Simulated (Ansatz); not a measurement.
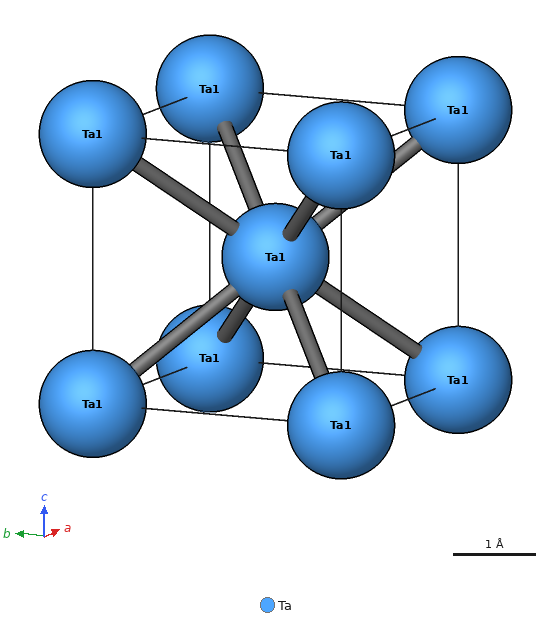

**Figure 1.** The structure (ball-and-stick view of the cell 2 times as large as that of the calculation, set on its symmetry axes, seen at an oblique angle; atoms are numbered from 1 in the order of the input).

## Two runs on Ta

System: Ta (Im-3m, 1 atom in the cell).
Method of run A: DFT PBE, scalar-relativistic, plane waves, PAW, no spin polarisation (Ansatz 0.2.0).

The structure derives from an entry of the Crystallography Open Database. Text and figures count atoms from 1; the logs count them from 0 in places.

### Input file, run A
```yaml
crystal:
  lattice:
    - [-1.6758255405, 1.6758255405, 1.6758255405]
    - [1.6758255405, -1.6758255405, 1.6758255405]
    - [1.6758255405, 1.6758255405, -1.6758255405]
  atoms:
    - { symbol: Ta, position: [0.0, 0.0, 0.0] }
basis:
  ecutwfc: 420
kpoints:
  mp_grid: { grid: [18, 18, 18] }
hamiltonian:
  xc: pbe
scf:
  occupations: { method: gaussian, width: 0.1 }
output:
  forces: true
  stress: true
  eigenvalues: true
```

Command:
```bash
ansatz run input.yaml --threads 1 --pin off --max-ram 2560MiB --backend cpu --events-out ev --progress --plain --runs-dir out
```

Hardware: 1 thread of Intel Xeon (Granite Rapids), 64 GiB of memory available, shared host.

### Output, shortened to warnings, some set-up lines, iterations and results (run A)
```
Basis set: ecut = 420 eV, 369 PW (Γ), exchange–correlation on 40×40×40 points (8 copies of the dense FFT grid, shifted against one another)
Symmetry: 48 space group operations
k-points: 195 of 5832
Initial density: superposition of atomic densities (neutral atoms: chi_scale 0, normalization atom), corrected by the library's trained network
[...]
SCF iter   1: F=—  HF=-9932.244892 eV  |F-HF|=—  |Δ(HF+E_count)|=         —  Δρ=1.97e-3  dr2=1.95e-4  ethr=1.77e-3  ⟨swp⟩=5.1  Hψ=11962  notcnv=0
SCF iter   2: F=—  HF=-9932.244836 eV  |F-HF|=—  |Δ(HF+E_count)|=   5.58e-5  Δρ=9.86e-4  dr2=5.47e-5  ethr=1.50e-6  ⟨swp⟩=2.2  Hψ=4734  notcnv=0
SCF iter   3: F=—  HF=-9932.244913 eV  |F-HF|=—  |Δ(HF+E_count)|=   7.69e-5  Δρ=1.87e-4  dr2=2.15e-6  ethr=4.21e-7  ⟨swp⟩=2.3  Hψ=3226  notcnv=0
SCF iter   4: F=—  HF=-9932.244913 eV  |F-HF|=—  |Δ(HF+E_count)|=   7.10e-7  Δρ=6.84e-5  dr2=2.64e-7  ethr=1.65e-8  ⟨swp⟩=2.0  Hψ=3267  notcnv=0
SCF iter   5: F=-9932.244912 eV  HF=-9932.244913 eV  |F-HF|=2.38e-8  |Δ(HF+E_count)|=   8.67e-8  Δρ=2.92e-5  dr2=4.69e-8  ethr=2.03e-9  ⟨swp⟩=1.0  Hψ=2086  notcnv=0
SCF iter   6: F=-9932.244912 eV  HF=-9932.244912 eV  |F-HF|=7.28e-12  |Δ(HF+E_count)|=   1.88e-8  Δρ=4.47e-7  dr2=1.81e-11  ethr=3.61e-10  ⟨swp⟩=3.6  Hψ=7498  notcnv=0
SCF 1 converged in 6 iterations: F = -9932.244912 eV  dr2 = 1.81e-11
SCF converged after 6 iterations
Free energy (F): -9932.244912 eV
Harris-Foulkes:  -9932.244912 eV  (|F-HF|=7.28e-12)
Internal energy: -9932.238674 eV  (E = F + TS)
E sigma→0 (E₀):  -9932.241793 eV
Entropy (-TS):   -0.006239 eV (-6.239 meV/atom)
Fermi energy:    17.729910 eV
--- Per-component energies (eV) ---
  E_band       = -115.729431
  E_kinetic    = 364.537924
  E_local      = -572.695518  (includes V_loc(G=0)·N_el)
  E_nonlocal   = 14.412592
  E_hartree    = 197.051746
  E_xc         = -217.958656
  E_vxc        = -203.379848  (∫ρ·V_xc dr)
  E_paw        = -8396.414122  (= ΣΔE_a)
  E_vpaw       = -112.708115  (= ΣTr[D̂ρ^β])
  E_aug_tail   = 0.000160  (compensation charges beyond the density's cutoff)
  E_ewald      = -1321.172799
  E_smearing   = -0.006239  (= −TS)
  E_closure    = 0.000000  (closes the sum)
  Σ components = -9932.244912   (vs F -9932.244912, Δ=0.00e0)
--- Forces (eV/Å), atoms counted from 1 ---
  atom   1  Ta    -0.00000000    -0.00000000     0.00000000
  max |Σ_I F_I| component: 4.21e-32 eV/Å
--- Stress (GPa, compression-positive) ---
       -5.432574      -0.000000       0.000000
        0.000000      -5.432574       0.000000
       -0.000000      -0.000000      -5.432574
  P = ⅓ Tr σ = -5.4326 GPa (-54.326 kbar)
```

For run B the input was changed thus:
```diff
-    - [-1.6758255405, 1.6758255405, 1.6758255405]
-    - [1.6758255405, -1.6758255405, 1.6758255405]
-    - [1.6758255405, 1.6758255405, -1.6758255405]
+    - [-1.6593948202, 1.6593948202, 1.6593948202]
+    - [1.6593948202, -1.6593948202, 1.6593948202]
+    - [1.6593948202, 1.6593948202, -1.6593948202]
-  ecutwfc: 420
+  ecutwfc: "400 eV"
```

What does this change do to the results?

With the same functional and potentials, run B lies 8.9 meV per atom lower (other lines of the input change too). The pressure goes from −5.43 to 0.01 GPa. The volume per atom goes from 18.83 to 18.28 Å³. The number of SCF iterations is the same. The plane waves at Γ go from 369 to 321.

### Output, shortened to warnings, some set-up lines, iterations and results (run B)
```
Warning: basis.ecutwfc = 400 eV is below the records' recommended 420 eV, and the density's cutoff is lower with it unless basis.ecutrho_ratio is high enough to keep the records' density cutoff: compare with a run at a higher cutoff
Basis set: ecut = 400 eV, 321 PW (Γ), exchange–correlation on 40×40×40 points (8 copies of the dense FFT grid, shifted against one another)
Symmetry: 48 space group operations
k-points: 195 of 5832
Initial density: superposition of atomic densities (neutral atoms: chi_scale 0, normalization atom), corrected by the library's trained network
[...]
SCF iter   1: F=—  HF=-9932.253827 eV  |F-HF|=—  |Δ(HF+E_count)|=         —  Δρ=1.99e-3  dr2=1.92e-4  ethr=1.77e-3  ⟨swp⟩=5.1  Hψ=11945  notcnv=0
SCF iter   2: F=—  HF=-9932.253704 eV  |F-HF|=—  |Δ(HF+E_count)|=   1.23e-4  Δρ=9.68e-4  dr2=4.88e-5  ethr=1.47e-6  ⟨swp⟩=2.2  Hψ=4727  notcnv=0
SCF iter   3: F=—  HF=-9932.253774 eV  |F-HF|=—  |Δ(HF+E_count)|=   6.99e-5  Δρ=1.48e-4  dr2=9.98e-7  ethr=3.75e-7  ⟨swp⟩=2.1  Hψ=2557  notcnv=0
SCF iter   4: F=—  HF=-9932.253774 eV  |F-HF|=—  |Δ(HF+E_count)|=   1.56e-7  Δρ=4.82e-5  dr2=1.21e-7  ethr=7.68e-9  ⟨swp⟩=1.8  Hψ=2479  notcnv=0
SCF iter   5: F=-9932.253774 eV  HF=-9932.253774 eV  |F-HF|=2.84e-9  |Δ(HF+E_count)|=   4.38e-8  Δρ=1.10e-5  dr2=6.14e-9  ethr=9.32e-10  ⟨swp⟩=1.0  Hψ=2105  notcnv=0
SCF iter   6: F=-9932.253774 eV  HF=-9932.253774 eV  |F-HF|=3.64e-11  |Δ(HF+E_count)|=   2.33e-9  Δρ=6.77e-7  dr2=4.17e-11  ethr=4.72e-11  ⟨swp⟩=2.9  Hψ=7408  notcnv=0
SCF 1 converged in 6 iterations: F = -9932.253774 eV  dr2 = 4.17e-11
SCF converged after 6 iterations
Free energy (F): -9932.253774 eV
Harris-Foulkes:  -9932.253774 eV  (|F-HF|=3.64e-11)
Internal energy: -9932.247690 eV  (E = F + TS)
E sigma→0 (E₀):  -9932.250732 eV
Entropy (-TS):   -0.006084 eV (-6.084 meV/atom)
Fermi energy:    18.343629 eV
--- Per-component energies (eV) ---
  E_band       = -107.451932
  E_kinetic    = 365.638702
  E_local      = -555.860040  (includes V_loc(G=0)·N_el)
  E_nonlocal   = 14.737859
  E_hartree    = 192.438514
  E_xc         = -218.352065
  E_vxc        = -203.905125  (∫ρ·V_xc dr)
  E_paw        = -8396.596320  (= ΣΔE_a)
  E_vpaw       = -112.940444  (= ΣTr[D̂ρ^β])
  E_aug_tail   = 0.000230  (compensation charges beyond the density's cutoff)
  E_ewald      = -1334.254569
  E_smearing   = -0.006084  (= −TS)
  E_closure    = 0.000000  (closes the sum)
  Σ components = -9932.253774   (vs F -9932.253774, Δ=0.00e0)
--- Forces (eV/Å), atoms counted from 1 ---
  atom   1  Ta     0.00000000    -0.00000000    -0.00000000
  max |Σ_I F_I| component: 1.36e-32 eV/Å
--- Stress (GPa, compression-positive) ---
        0.009654      -0.000000      -0.000000
        0.000000       0.009654      -0.000000
       -0.000000      -0.000000       0.009654
  P = ⅓ Tr σ = 0.0097 GPa (0.097 kbar)
```

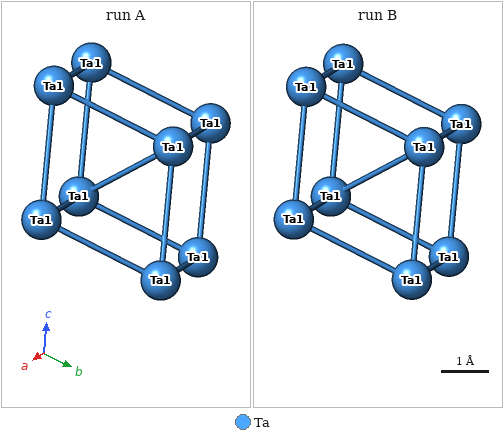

**Figure 2.** The two input geometries at one scale (ball-and-stick view of the cell of the calculation, seen slightly off an axis). No atom moves by more than 0.005 Å relative to the cell. The drawn cell changes as follows: a = b = c 2.903 → 2.874 Å (−1.0 %); the volume changes by −2.9 %. Among the contacts that change: Ta1–Ta1 2.903 → 2.874 Å.

### The two runs side by side

```csv
quantity,run A,run B
outcome,converged,converged
free energy per atom (eV),−9932.2449,−9932.2538
"energy per atom, smearing taken to zero (eV)",−9932.2418,−9932.2507
gap on the mesh (eV),0.00,0.00
pressure (GPa),−5.43,0.01
volume per atom (Å³),18.83,18.28
largest force (eV/Å),0.000,0.000
SCF iterations,6,6
irreducible k-points,195,195
plane waves at Γ,369,321
wall time (shared host),1.1 s,1.1 s
```

For both runs: Spin–orbit coupling is left out, which matters for Ta. For run A: The cell is under a tension of 5.4 GPa at this level, so it is not at its equilibrium volume. For run B: These settings are looser than, or depart from, a standard set-up, so the numbers are not reference values for this system. Warnings: the cutoff is below the recommended one.
